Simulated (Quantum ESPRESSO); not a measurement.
Single-point calculation, with input and output: Cl (part 1 of 2)

System: Cl (Cmce, 4 atoms in the cell).
Method: Kohn-Sham DFT of a periodic cell, r2SCAN, SG15 PBE 1.2, no spin polarisation (Quantum ESPRESSO 7.5).

The structure derives from an entry of the Crystallography Open Database. The volume is scaled by 0.96.

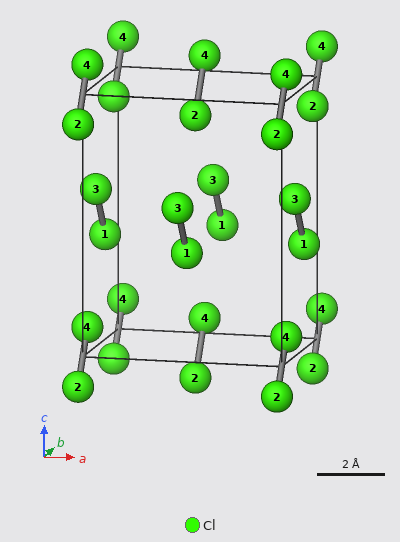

*The input geometry (ball-and-stick view of the cell 2 times as large as that of the calculation, set on its symmetry axes, seen slightly off an axis; atoms are numbered from 1 in the order of the input).*

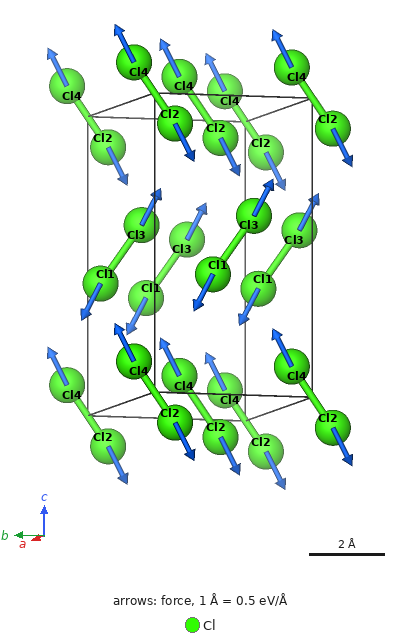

*Forces on the atoms as blue arrows (ball-and-stick view of the cell 2 times as large as that of the calculation, set on its symmetry axes, seen at an oblique angle; atoms are numbered from 1 in the order of the input).*

The largest act on all 4 Cl atoms (0.58 eV/Å). The geometry is not a stationary point of this energy.

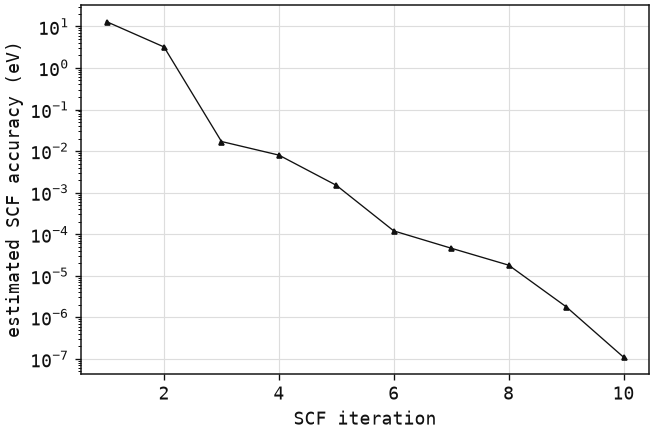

*Convergence of the self-consistent field: estimated SCF accuracy against the iteration.*

The field takes 10 iterations in all.

The input that produced these results follows, with the program's output.

Input file:
```
&CONTROL
  calculation = 'scf'
  prefix = 'pwscf'
  outdir = './tmp'
  pseudo_dir = './pseudo'
  tprnfor = .true.
  tstress = .true.
  disk_io = 'nowf'
/
&SYSTEM
  ibrav = 0
  nat = 4
  ntyp = 1
  ecutwfc = 58
  nbnd = 21
  input_dft = 'r2scan'
  occupations = 'smearing'
  smearing = 'fd'
  degauss = 0.00367493
  nosym = .true.
  nr1 = 40
  nr2 = 40
  nr3 = 80
/
&ELECTRONS
  conv_thr = 1d-08
  electron_maxstep = 120
  mixing_beta = 0.5
/
ATOMIC_SPECIES
Cl    35.4500 Cl_ONCV_PBE-1.2.upf
CELL_PARAMETERS angstrom
   3.1024947895   -2.2195908669    0.0000000000
   3.1024947895    2.2195908669    0.0000000000
   0.0000000000    0.0000000000    8.0990404521
ATOMIC_POSITIONS crystal
Cl     0.3700000000    0.6300000000    0.4000000000
Cl     0.1300000000    0.8700000000    0.9000000000
Cl     0.6300000000    0.3700000000    0.6000000000
Cl     0.8700000000    0.1300000000    0.1000000000
K_POINTS automatic
5 5 3 0 0 0
```

Command:
```bash
OMP_NUM_THREADS=1 mpirun -n 2 pw.x -nk 2 -in pw.in > pw.out
```

The program's output:
```
This program is part of the open-source Quantum ESPRESSO suite
     for quantum simulation of materials; please cite
         "P. Giannozzi et al., J. Phys.:Condens. Matter 21 395502 (2009);
         "P. Giannozzi et al., J. Phys.:Condens. Matter 29 465901 (2017);
         "P. Giannozzi et al., J. Chem. Phys. 152 154105 (2020);
          URL
     in publications or presentations arising from this work. More details at

     IMPORTANT: XC functional enforced from input :
     Exchange-correlation= R2SCAN
                           (   0   0   0   0   0 497 498)
     Any further DFT definition will be discarded
     Please, verify this is what you really want

     K-points division:     npool     =       2
     Subspace diagonalization in iterative solution of the eigenvalue problem:
     a serial algorithm will be used

     G-vector sticks info
     --------------------
     sticks:   dense  smooth     PW     G-vecs:    dense   smooth      PW
     Sum         913     913    265                44947    44947    7065

     Using Slab Decomposition

     bravais-lattice index     =            0
     lattice parameter (alat)  =       7.2088  a.u.
     unit-cell volume          =     752.7385 (a.u.)^3
     number of atoms/cell      =            4
     number of atomic types    =            1
     number of electrons       =        28.00
     number of Kohn-Sham states=           21
     kinetic-energy cutoff     =      58.0000  Ry
     charge density cutoff     =     232.0000  Ry
     scf convergence threshold =      1.0E-08
     mixing beta               =       0.5000
     number of iterations used =            8  plain     mixing
     Exchange-correlation= R2SCAN
                           (   0   0   0   0   0 497 498)

     celldm(1)=   7.208768  celldm(2)=   0.000000  celldm(3)=   0.000000
     celldm(4)=   0.000000  celldm(5)=   0.000000  celldm(6)=   0.000000

     crystal axes: (cart. coord. in units of alat)
               a(1) = (   0.813296  -0.581850   0.000000 )
               a(2) = (   0.813296   0.581850   0.000000 )
               a(3) = (   0.000000   0.000000   2.123104 )

     reciprocal axes: (cart. coord. in units 2 pi/alat)
               b(1) = (  0.614782 -0.859329  0.000000 )
               b(2) = (  0.614782  0.859329 -0.000000 )
               b(3) = ( -0.000000  0.000000  0.471008 )

     PseudoPot. # 1 for Cl read from file:
     Cl_ONCV_PBE-1.2.upf
     Pseudo is Norm-conserving, Zval =  7.0
     Generated using ONCVPSP code by D. R. Hamann
     Using radial grid of  602 points,  4 beta functions with:
                l(1) =   0
                l(2) =   0
                l(3) =   1
                l(4) =   1

     atomic species   valence    mass     pseudopotential
     Cl                7.00    35.45000     Cl( 1.00)

     No symmetry found

   Cartesian axes

     site n.     atom                  positions (alat units)
         1        Cl     tau(   1) = (   0.8132964   0.1512809   0.8492418  )
         2        Cl     tau(   2) = (   0.8132964   0.4305687   1.9107940  )
         3        Cl     tau(   3) = (   0.8132964  -0.1512809   1.2738627  )
         4        Cl     tau(   4) = (   0.8132964  -0.4305687   0.2123104  )

     number of k points=    38  Fermi-Dirac smearing, width (Ry)=  0.0037
                       cart. coord. in units 2pi/alat
        k(    1) = (   0.0000000   0.0000000   0.0000000), wk =   0.0266667
        k(    2) = (   0.0000000   0.0000000   0.1570028), wk =   0.0533333
        k(    3) = (   0.1229564   0.1718657   0.0000000), wk =   0.0533333
        k(    4) = (   0.1229564   0.1718657   0.1570028), wk =   0.0533333
        k(    5) = (   0.1229564   0.1718657  -0.1570028), wk =   0.0533333
        k(    6) = (   0.2459128   0.3437314   0.0000000), wk =   0.0533333
        k(    7) = (   0.2459128   0.3437314   0.1570028), wk =   0.0533333
        k(    8) = (   0.2459128   0.3437314  -0.1570028), wk =   0.0533333
        k(    9) = (   0.1229564  -0.1718657   0.0000000), wk =   0.0533333
        k(   10) = (   0.1229564  -0.1718657   0.1570028), wk =   0.0533333
        k(   11) = (   0.1229564  -0.1718657  -0.1570028), wk =   0.0533333
        k(   12) = (   0.2459128  -0.0000000   0.0000000), wk =   0.0533333
        k(   13) = (   0.2459128  -0.0000000   0.1570028), wk =   0.0533333
        k(   14) = (   0.2459128  -0.0000000  -0.1570028), wk =   0.0533333
        k(   15) = (   0.3688692   0.1718657   0.0000000), wk =   0.0533333
        k(   16) = (   0.3688692   0.1718657   0.1570028), wk =   0.0533333
        k(   17) = (   0.3688692   0.1718657  -0.1570028), wk =   0.0533333
        k(   18) = (  -0.1229564  -0.5155972   0.0000000), wk =   0.0533333
        k(   19) = (  -0.1229564  -0.5155972   0.1570028), wk =   0.0533333
        k(   20) = (  -0.1229564  -0.5155972  -0.1570028), wk =   0.0533333
        k(   21) = (   0.0000000  -0.3437314   0.0000000), wk =   0.0533333
        k(   22) = (   0.0000000  -0.3437314   0.1570028), wk =   0.0533333
        k(   23) = (   0.0000000  -0.3437314  -0.1570028), wk =   0.0533333
        k(   24) = (   0.2459128  -0.3437314   0.0000000), wk =   0.0533333
        k(   25) = (   0.2459128  -0.3437314   0.1570028), wk =   0.0533333
        k(   26) = (   0.2459128  -0.3437314  -0.1570028), wk =   0.0533333
        k(   27) = (   0.3688692  -0.1718657   0.0000000), wk =   0.0533333
        k(   28) = (   0.3688692  -0.1718657   0.1570028), wk =   0.0533333
        k(   29) = (   0.3688692  -0.1718657  -0.1570028), wk =   0.0533333
        k(   30) = (   0.4918256  -0.0000000   0.0000000), wk =   0.0533333
        k(   31) = (   0.4918256  -0.0000000   0.1570028), wk =   0.0533333
        k(   32) = (   0.4918256  -0.0000000  -0.1570028), wk =   0.0533333
        k(   33) = (  -0.0000000  -0.6874629   0.0000000), wk =   0.0533333
        k(   34) = (  -0.0000000  -0.6874629   0.1570028), wk =   0.0533333
        k(   35) = (  -0.0000000  -0.6874629  -0.1570028), wk =   0.0533333
        k(   36) = (   0.1229564  -0.5155972   0.0000000), wk =   0.0533333
        k(   37) = (   0.1229564  -0.5155972   0.1570028), wk =   0.0533333
        k(   38) = (   0.1229564  -0.5155972  -0.1570028), wk =   0.0533333

     Dense  grid:    44947 G-vectors     FFT dimensions: (  40,  40,  80)

     WARNING: libxc functional with ID  497 depends
      on external parameters: check the user_guide of
      QE if you need to modify them or to check their
      default values.

     WARNING: libxc functional with ID  498 depends
      on external parameters: check the user_guide of
      QE if you need to modify them or to check their
      default values.

     Initial potential from superposition of free atoms

     starting charge      27.9813, renormalised to      28.0000
     Starting wfcs are random

     Self-consistent Calculation

     iteration #  1     ecut=    58.00 Ry     beta= 0.50
     Davidson diagonalization with overlap
     ethr =  1.00E-02,  avg # of iterations =  8.7

     total energy              =    -120.80088373 Ry
     estimated scf accuracy    <       0.93805894 Ry

     iteration #  2     ecut=    58.00 Ry     beta= 0.50
     Davidson diagonalization with overlap
     ethr =  3.35E-03,  avg # of iterations =  1.0

     total energy              =    -120.82828760 Ry
     estimated scf accuracy    <       0.23440791 Ry

     iteration #  3     ecut=    58.00 Ry     beta= 0.50
     Davidson diagonalization with overlap
     ethr =  8.37E-04,  avg # of iterations =  1.1

     total energy              =    -120.83676921 Ry
     estimated scf accuracy    <       0.00121935 Ry

     iteration #  4     ecut=    58.00 Ry     beta= 0.50
     Davidson diagonalization with overlap
     ethr =  4.35E-06,  avg # of iterations = 10.6

     total energy              =    -120.83809759 Ry
     estimated scf accuracy    <       0.00058593 Ry

     iteration #  5     ecut=    58.00 Ry     beta= 0.50
     Davidson diagonalization with overlap
     ethr =  2.09E-06,  avg # of iterations =  2.0

     total energy              =    -120.83819713 Ry
     estimated scf accuracy    <       0.00010762 Ry

     iteration #  6     ecut=    58.00 Ry     beta= 0.50
     Davidson diagonalization with overlap
     ethr =  3.84E-07,  avg # of iterations =  1.0

     total energy              =    -120.83821220 Ry
     estimated scf accuracy    <       0.00000868 Ry

     iteration #  7     ecut=    58.00 Ry     beta= 0.50
     Davidson diagonalization with overlap
     ethr =  3.10E-08,  avg # of iterations =  2.0

     total energy              =    -120.83821797 Ry
     estimated scf accuracy    <       0.00000336 Ry

     iteration #  8     ecut=    58.00 Ry     beta= 0.50
     Davidson diagonalization with overlap
     ethr =  1.20E-08,  avg # of iterations =  2.0

     total energy              =    -120.83821930 Ry
     estimated scf accuracy    <       0.00000133 Ry

     iteration #  9     ecut=    58.00 Ry     beta= 0.50
     Davidson diagonalization with overlap
     ethr =  4.74E-09,  avg # of iterations =  2.0

     total energy              =    -120.83821969 Ry
     estimated scf accuracy    <       0.00000013 Ry

     iteration # 10     ecut=    58.00 Ry     beta= 0.50
     Davidson diagonalization with overlap
     ethr =  4.47E-10,  avg # of iterations =  2.0

     End of self-consistent calculation

          k = 0.0000 0.0000 0.0000 (  5637 PWs)   bands (ev):

   -17.3203 -17.0979 -12.9771 -12.3668  -5.3016  -4.4107  -2.4810  -2.3543
    -1.9850  -1.9739  -0.3829  -0.0616   0.2132   0.3172   3.3555   3.9703
     7.9468   8.5918   9.8578  11.3071  11.3664

          k = 0.0000 0.0000 0.1570 (  5619 PWs)   bands (ev):

   -17.2685 -17.1575 -12.8265 -12.5221  -5.1084  -4.6757  -2.3366  -2.2944
    -1.9823  -1.9767  -0.3789  -0.2115   0.2389   0.2909   3.4350   3.7380
     8.2917   8.6597  10.3442  11.0897  11.3420

          k = 0.1230 0.1719 0.0000 (  5615 PWs)   bands (ev):

   -17.2460 -17.0629 -12.9263 -12.4392  -5.2905  -4.5055  -2.7769  -2.7260
    -2.1725  -2.1633  -0.1299   0.0718   0.1338   0.2297   3.3790   3.9199
     8.6890   9.0474  10.3968  10.7890  11.1723

          k = 0.1230 0.1719 0.1570 (  5608 PWs)   bands (ev):

   -17.2027 -17.1113 -12.8058 -12.5627  -5.1132  -4.7240  -2.7831  -2.6547
    -2.1641  -2.1481  -0.1656  -0.0049   0.1850   0.2234   3.5031   3.7804
     8.7889   9.0802  10.6749  10.7748  11.5433
```
